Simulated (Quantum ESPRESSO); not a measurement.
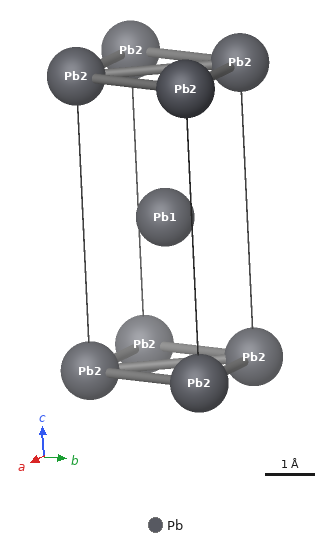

**Figure 1.** The input geometry (ball-and-stick view of the cell of the calculation, seen slightly off an axis; atoms are numbered from 1 in the order of the input). An atom can appear more than once, as a periodic image.

## Fields calculation, with input and output: Pb

System: Pb (P-1, 2 atoms in the cell).
Method: Kohn-Sham DFT of a periodic cell, PBEsol with D3, GBRV 1.5 LDA, no spin polarisation (Quantum ESPRESSO 7.5).

The structure derives from an entry of the Crystallography Open Database.

What the program printed:
```
This program is part of the open-source Quantum ESPRESSO suite
     for quantum simulation of materials; please cite
         "P. Giannozzi et al., J. Phys.:Condens. Matter 21 395502 (2009);
         "P. Giannozzi et al., J. Phys.:Condens. Matter 29 465901 (2017);
         "P. Giannozzi et al., J. Chem. Phys. 152 154105 (2020);
          URL
     in publications or presentations arising from this work. More details at

     IMPORTANT: XC functional enforced from input :
     Exchange-correlation= PBESOL
                           (   1   4  10   8   0   0   0)
     Any further DFT definition will be discarded
     Please, verify this is what you really want

     Message from routine setup:
     using ibrav=0 with symmetry is DISCOURAGED, use correct ibrav instead

     G-vector sticks info
     --------------------
     sticks:   dense  smooth     PW     G-vecs:    dense   smooth      PW
     Sum         979     483    155                46229    16329    2989

     Using Slab Decomposition

     bravais-lattice index     =            0
     lattice parameter (alat)  =       6.0576  a.u.
     unit-cell volume          =     400.6101 (a.u.)^3
     number of atoms/cell      =            2
     number of atomic types    =            1
     number of electrons       =        28.00
     number of Kohn-Sham states=           21
     kinetic-energy cutoff     =      45.0000  Ry
     charge density cutoff     =     360.0000  Ry
     scf convergence threshold =      4.0E-10
     mixing beta               =       0.5000
     number of iterations used =            8  plain     mixing
     Exchange-correlation= PBESOL
                           (   1   4  10   8   0   0   0)

     celldm(1)=   6.057637  celldm(2)=   0.000000  celldm(3)=   0.000000
     celldm(4)=   0.000000  celldm(5)=   0.000000  celldm(6)=   0.000000

     crystal axes: (cart. coord. in units of alat)
               a(1) = (  -0.033781  -0.747203  -0.663737 )
               a(2) = (  -0.798098  -0.017774  -0.679744 )
               a(3) = (   0.925703   0.922828  -1.469318 )

     reciprocal axes: (cart. coord. in units 2 pi/alat)
               b(1) = (  0.362550 -0.999812 -0.399533 )
               b(2) = ( -0.949039  0.368463 -0.366496 )
               b(3) = (  0.275274  0.281186 -0.330556 )

     PseudoPot. # 1 for Pb read from file:
     pb_lda_v1.uspp.F.UPF
     Pseudo is Ultrasoft + core correction, Zval = 14.0
     Generated by new atomic code, or converted to UPF format
     Using radial grid of  899 points,  6 beta functions with:
                l(1) =   0
                l(2) =   0
                l(3) =   1
                l(4) =   1
                l(5) =   2
                l(6) =   2
     Q(r) pseudized with  6 coefficients,  rinner =    1.000   1.000   1.000
                                                       1.000   1.000

     atomic species   valence    mass     pseudopotential
     Pb               14.00   207.20000     Pb( 1.00)

      2 Sym. Ops., with inversion, found ( 1 have fractional translation)

   Cartesian axes

     site n.     atom                  positions (alat units)
         1        Pb     tau(   1) = (   0.0450017   0.0772370  -1.4066747  )
         2        Pb     tau(   2) = (  -0.8299680  -0.7632886  -1.3432055  )

     --------------------------------------------
     DFT-D3 Dispersion Correction (3-body terms):
     --------------------------------------------
       Reference C6 values for interpolation:

         atom   Coordination number   C6
         Pb         0.000          1477.63
         Pb         0.938          1266.00
         Pb         1.936          1088.91
         Pb         2.908          1048.37
         Pb         3.910           910.57

       Values used:

         atom   Coordination number  R0_AB[au]  C6      C8
         Pb         5.912            4.041    910.57 144158.12
         Pb         5.912            4.041    910.57 144158.12

         Molecular C6 ( Ry / a.u.^6 ) =      3642.28

     number of k points=   203  Fermi-Dirac smearing, width (Ry)=  0.0018

     Number of k-points >= 100: set verbosity='high' to print them.

     Dense  grid:    46229 G-vectors     FFT dimensions: (  40,  40,  72)

     Smooth grid:    16329 G-vectors     FFT dimensions: (  30,  30,  54)

     Check: negative core charge=   -0.000002

     Initial potential from superposition of free atoms

     starting charge      27.9964, renormalised to      28.0000

     negative rho (up, down):  3.199E-02 0.000E+00
     Starting wfcs are   18 randomized atomic wfcs +    3 random wfcs

     Self-consistent Calculation

     iteration #  1     ecut=    45.00 Ry     beta= 0.50
     Davidson diagonalization with overlap
     ethr =  1.00E-02,  avg # of iterations =  4.0

     Threshold (ethr) on eigenvalues was too large:
     Diagonalizing with lowered threshold

     Davidson diagonalization with overlap
     c_bands:  1 eigenvalues not converged
     c_bands:  1 eigenvalues not converged
     c_bands:  1 eigenvalues not converged
     c_bands:  1 eigenvalues not converged
     c_bands:  3 eigenvalues not converged
     c_bands:  2 eigenvalues not converged
     ethr =  1.46E-05,  avg # of iterations =  7.8

     negative rho (up, down):  3.237E-02 0.000E+00

     total energy              =    -328.29950529 Ry
     estimated scf accuracy    <       0.00426898 Ry

     iteration #  2     ecut=    45.00 Ry     beta= 0.50
     Davidson diagonalization with overlap
     ethr =  1.52E-05,  avg # of iterations =  1.2

     negative rho (up, down):  3.280E-02 0.000E+00

     total energy              =    -328.29979130 Ry
     estimated scf accuracy    <       0.00051175 Ry

     iteration #  3     ecut=    45.00 Ry     beta= 0.50
     Davidson diagonalization with overlap
     c_bands:  1 eigenvalues not converged
     c_bands:  1 eigenvalues not converged
     c_bands:  2 eigenvalues not converged
     c_bands:  1 eigenvalues not converged
     c_bands:  1 eigenvalues not converged
     c_bands:  1 eigenvalues not converged
     c_bands:  1 eigenvalues not converged
     c_bands:  2 eigenvalues not converged
     c_bands:  2 eigenvalues not converged
     c_bands:  2 eigenvalues not converged
     ethr =  1.83E-06,  avg # of iterations = 12.6

     negative rho (up, down):  3.328E-02 0.000E+00

     total energy              =    -328.29988507 Ry
     estimated scf accuracy    <       0.00004374 Ry

     iteration #  4     ecut=    45.00 Ry     beta= 0.50
     Davidson diagonalization with overlap
     ethr =  1.56E-07,  avg # of iterations =  3.6

     negative rho (up, down):  3.341E-02 0.000E+00

     total energy              =    -328.29988840 Ry
     estimated scf accuracy    <       0.00000589 Ry

     iteration #  5     ecut=    45.00 Ry     beta= 0.50
     Davidson diagonalization with overlap
     ethr =  2.10E-08,  avg # of iterations =  2.4

     negative rho (up, down):  3.348E-02 0.000E+00

     total energy              =    -328.29988960 Ry
     estimated scf accuracy    <       0.00000093 Ry

     iteration #  6     ecut=    45.00 Ry     beta= 0.50
     Davidson diagonalization with overlap
     ethr =  3.32E-09,  avg # of iterations =  2.8

     negative rho (up, down):  3.349E-02 0.000E+00

     total energy              =    -328.29988976 Ry
     estimated scf accuracy    <          7.2E-09 Ry

     iteration #  7     ecut=    45.00 Ry     beta= 0.50
     Davidson diagonalization with overlap
     ethr =  2.57E-11,  avg # of iterations =  4.6

     negative rho (up, down):  3.349E-02 0.000E+00

     total energy              =    -328.29988978 Ry
     estimated scf accuracy    <          1.7E-09 Ry

     iteration #  8     ecut=    45.00 Ry     beta= 0.50
     Davidson diagonalization with overlap
     ethr =  6.11E-12,  avg # of iterations =  2.2

     negative rho (up, down):  3.349E-02 0.000E+00

     End of self-consistent calculation

     Number of k-points >= 100: set verbosity='high' to print the bands.

     the Fermi energy is    11.4516 ev

!    total energy              =    -328.29988978 Ry
     estimated scf accuracy    <          1.8E-10 Ry
     smearing contrib. (-TS)   =      -0.00020478 Ry
     internal energy E=F+TS    =    -328.29968500 Ry

     The total energy is F=E-TS. E is the sum of the following terms:
     one-electron contribution =     -61.34220622 Ry
     hartree contribution      =      52.39085225 Ry
     xc contribution           =    -126.53875540 Ry
     ewald contribution        =    -192.78315260 Ry
     DFT-D3 Dispersion         =      -0.02642304 Ry

     convergence has been achieved in   8 iterations

     negative rho (up, down):  3.349E-02 0.000E+00

     Forces acting on atoms (cartesian axes, Ry/au):

     atom    1 type  1   force =     0.00014908    0.00015387   -0.00020738
     atom    2 type  1   force =    -0.00014908   -0.00015387    0.00020738

     Total force =     0.000422     Total SCF correction =     0.000027

     Computing stress (Cartesian axis) and pressure

     negative rho (up, down):  3.349E-02 0.000E+00
          total   stress  (Ry/bohr**3)                   (kbar)     P=        1.38
  -0.00002577  -0.00012806   0.00013980           -3.79      -18.84       20.57
  -0.00012806   0.00003315   0.00021570          -18.84        4.88       31.73
   0.00013980   0.00021570   0.00002069           20.57       31.73        3.04

=------------------------------------------------------------------------------=
   JOB DONE.
=------------------------------------------------------------------------------=
```

File pp_density.out:
```
This program is part of the open-source Quantum ESPRESSO suite
     for quantum simulation of materials; please cite
         "P. Giannozzi et al., J. Phys.:Condens. Matter 21 395502 (2009);
         "P. Giannozzi et al., J. Phys.:Condens. Matter 29 465901 (2017);
         "P. Giannozzi et al., J. Chem. Phys. 152 154105 (2020);
          URL
     in publications or presentations arising from this work. More details at

     ./tmp/pwscf.save/

     IMPORTANT: XC functional enforced from input :
     Exchange-correlation= PBESOL
                           (   1   4  10   8   0   0   0)
     Any further DFT definition will be discarded
     Please, verify this is what you really want

     G-vector sticks info
     --------------------
     sticks:   dense  smooth     PW     G-vecs:    dense   smooth      PW
     Sum         979     483    155                46229    16329    2989

     Using Slab Decomposition

     Check: negative core charge=   -0.000002

     negative rho (up, down):  3.349E-02 0.000E+00

     Calling punch_plot, plot_num =   0
     Writing data to file  density.dat
     Reading data from file  density.dat

     Writing data to be plotted to file density.cube
     Plot Type: 3D                     Output format: Gaussian cube

=------------------------------------------------------------------------------=
   JOB DONE.
=------------------------------------------------------------------------------=
```

File pp_potential_ks.out:
```
This program is part of the open-source Quantum ESPRESSO suite
     for quantum simulation of materials; please cite
         "P. Giannozzi et al., J. Phys.:Condens. Matter 21 395502 (2009);
         "P. Giannozzi et al., J. Phys.:Condens. Matter 29 465901 (2017);
         "P. Giannozzi et al., J. Chem. Phys. 152 154105 (2020);
          URL
     in publications or presentations arising from this work. More details at

     ./tmp/pwscf.save/

     IMPORTANT: XC functional enforced from input :
     Exchange-correlation= PBESOL
                           (   1   4  10   8   0   0   0)
     Any further DFT definition will be discarded
     Please, verify this is what you really want

     G-vector sticks info
     --------------------
     sticks:   dense  smooth     PW     G-vecs:    dense   smooth      PW
     Sum         979     483    155                46229    16329    2989

     Using Slab Decomposition

     Check: negative core charge=   -0.000002

     negative rho (up, down):  3.349E-02 0.000E+00

     Calling punch_plot, plot_num =   1
     Writing data to file  potential_ks.dat
     Reading data from file  potential_ks.dat

     Writing data to be plotted to file potential_ks.cube
     Plot Type: 3D                     Output format: Gaussian cube

=------------------------------------------------------------------------------=
   JOB DONE.
=------------------------------------------------------------------------------=
```

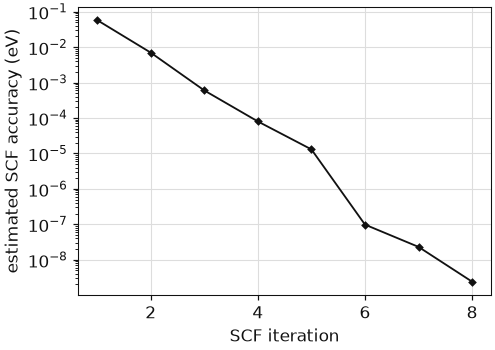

**Figure 2.** Convergence of the self-consistent field: estimated SCF accuracy against the iteration. The field takes 8 iterations in all.

This output came from the following input.

The input:
```
&CONTROL
  calculation = 'scf'
  prefix = 'pwscf'
  outdir = './tmp'
  pseudo_dir = './pseudo'
  tprnfor = .true.
  tstress = .true.
  disk_io = 'low'
/
&SYSTEM
  ibrav = 0
  nat = 2
  ntyp = 1
  ecutwfc = 45
  ecutrho = 360
  nbnd = 21
  input_dft = 'pbesol'
  occupations = 'smearing'
  smearing = 'fd'
  degauss = 0.00183747
  vdw_corr = 'grimme-d3'
  dftd3_version = 3
/
&ELECTRONS
  conv_thr = 4d-10
  electron_maxstep = 120
  mixing_beta = 0.5
  diago_david_ndim = 3
/
ATOMIC_SPECIES
Pb   207.2000 pb_lda_v1.uspp.F.UPF
CELL_PARAMETERS angstrom
  -0.1082865100   -2.3952060500   -2.1276514000
  -2.5583525800   -0.0569762500   -2.1789616600
   2.9673983600    2.9581826100   -4.7099928500
ATOMIC_POSITIONS crystal
Pb     0.5011053600    0.5012917800    0.4990903800
Pb     0.9988946400    0.9987082200    0.0009096200
K_POINTS automatic
9 9 5 0 0 0
```

File pp_density.in:
```
&INPUTPP
  prefix = 'pwscf'
  outdir = './tmp'
  filplot = 'density.dat'
  plot_num = 0
/
&PLOT
  nfile = 1
  filepp(1) = 'density.dat'
  iflag = 3
  output_format = 6
  fileout = 'density.cube'
/
```

File pp_potential.in:
```
&INPUTPP
  prefix = 'pwscf'
  outdir = './tmp'
  filplot = 'potential.dat'
  plot_num = 11
/
&PLOT
  nfile = 1
  filepp(1) = 'potential.dat'
  iflag = 3
  output_format = 6
  fileout = 'potential.cube'
/
```

File pp_potential_ks.in:
```
&INPUTPP
  prefix = 'pwscf'
  outdir = './tmp'
  filplot = 'potential_ks.dat'
  plot_num = 1
/
&PLOT
  nfile = 1
  filepp(1) = 'potential_ks.dat'
  iflag = 3
  output_format = 6
  fileout = 'potential_ks.cube'
/
```

Command:
```bash
OMP_NUM_THREADS=1 pw.x -in pw.in > pw.out
OMP_NUM_THREADS=1 pp.x -in pp_density.in > pp_density.out
OMP_NUM_THREADS=1 pp.x -in pp_potential.in > pp_potential.out
OMP_NUM_THREADS=1 pp.x -in pp_potential_ks.in > pp_potential_ks.out
```

Summary:

```csv
quantity,value
outcome,converged
space group (tolerance 0.01 Å),P-1 (2)
electrons treated,28
free energy,−4466.7476 eV
Fermi energy,11.452 eV
gap on the k-point mesh,none (metallic)
pressure,0.14 GPa
largest force (length of the vector),0.008 eV/Å
hardware,"1 thread of Intel Xeon (Sapphire Rapids), 16 GiB of memory available, shared host"
wall time,2 min
peak memory,0.33 GiB
```

Notes:

Settings chosen away from the usual ones: width set to 0.025 (from 0.1); diago_david_ndim set to 3. Further notes kept with the run: potentials made for another functional. Notes on the run: negative rho. Points of doubt noted for this run: potentials made for another functional. Spin–orbit coupling is left out, which matters for Pb.
